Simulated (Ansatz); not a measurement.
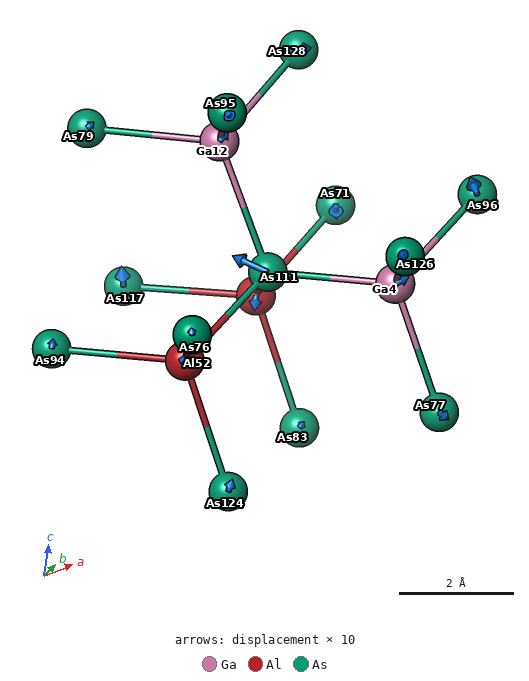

A relaxation of solid Ga₁₂Al₅₂As₆₄ (a generated structure, set up in P1). The starting structure is drawn; blue arrows show the displacements, 10 times their true length.

The picture is a ball-and-stick view of the atoms within 4.2 Å of the atom that moves most (axes of the cell of the calculation), seen slightly off an axis.

These are results of DFT, PBEsol, PAW, plane waves (Ansatz), not measurements. Settings: plane-wave cutoff 420 eV; k-point mesh 1 × 1 × 1; mesh shifted by (0.5, 0.5, 0.5); no spin polarisation; cell relaxed at fixed shape; force threshold 0.03 eV/Å; at most 80 steps.

**Describe the change and its energy.**

The largest move is that of an As atom, 0.076 Å along [−3 1 2]. Largest moves by element: As 0.076 Å, Al 0.069 Å, Ga 0.046 Å. The cell doesn't change. Among the contacts that change: As–Ga 2.360 → 2.456 Å, As–Ga 2.487 → 2.457 Å, Al–As 2.487 → 2.457 Å, As–Ga 2.430 → 2.454 Å. Bond angles that change, for instance: Ga–As–Al 106.6° → 109.3°, As–Al–As 111.8° → 109.6°, As–Al–As 107.5° → 109.6°. The space group stays P1 (No. 1). The energy falls by 5.6 meV per atom in 3 geometry steps. The largest force component goes from 0.77 to 0.011 eV/Å. The pressure goes from 0.10 to 0.00 GPa. Cost: 6.7 s on 1 × NVIDIA GB200 with 8 threads of Arm Neoverse-V2, peak memory 2.7 GiB.
